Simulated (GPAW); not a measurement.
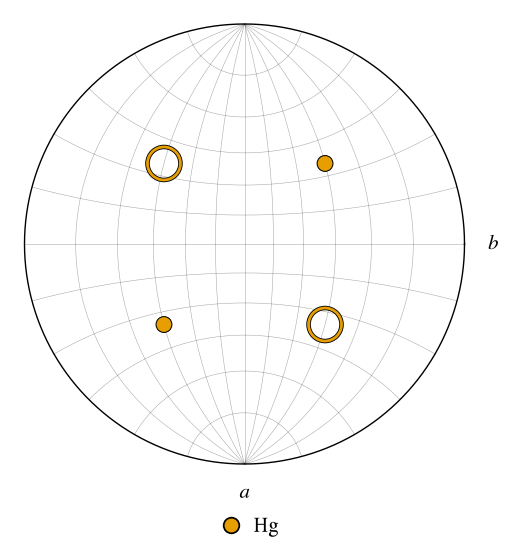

For HgTe, an entry of the Crystallography Open Database, as set up for an electronic-structure calculation: directions from one tellurium atom at (1/4, 1/4, 1/4) to its bonded neighbours, in stereographic projection down c (filled: above the plane of the page or in it, open: below). Symmetry computed with spglib at a tolerance of 0.002 Å; standard conventional cell.

Neighbours are counted up to 3.29 Å for Hg.

```
Hg Te
1.0
     6.42900    0.00000    0.00000
     0.00000    6.42900    0.00000
     0.00000    0.00000    6.42900
Hg Te
4 4
Cartesian
  0.0000 0.0000 0.0000
  0.0000 3.2145 3.2145
  3.2145 0.0000 3.2145
  3.2145 3.2145 0.0000
  1.6072 1.6072 1.6072
  1.6072 4.8217 4.8217
  4.8217 1.6072 4.8217
  4.8217 4.8217 1.6072
```

### How many neighbours are there, and at what angles?

4: 4 Hg at 2.78 Å. Angles between bonds: 109° (6×).

### What is the site's symmetry in the crystal?

Point group -43m (Td), order 24: three −4 axes, four threefold axes, six mirror planes. In F-43m, No. 216 this is Wyckoff position 4c.
